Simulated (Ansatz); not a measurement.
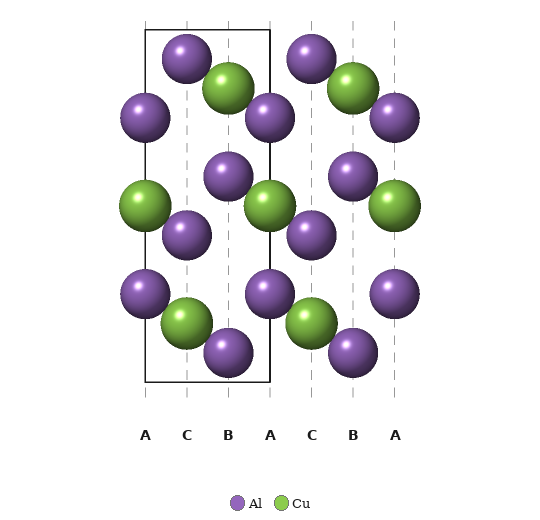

Projection along an edge of the hexagonal mesh, stacking direction [111] upwards. The dashed lines mark the three columns A (0, 0), B (1/3, 2/3) and C (2/3, 1/3). The box is the hexagonal cell of the face-centred cubic lattice. The sequence starts with the first layer at or above the cell's origin.

Al2Cu: coordinates from a relaxation with Ansatz, DFT PBE, scalar-relativistic, plane waves, PAW.

> Give the sequence of layers in one repeat, with element and column.

Al(B) – Cu(C) – Al(A) – Al(C) – Cu(A) – Al(B) – Al(A) – Cu(B) – Al(C) (nine layers in 10.02 Å).
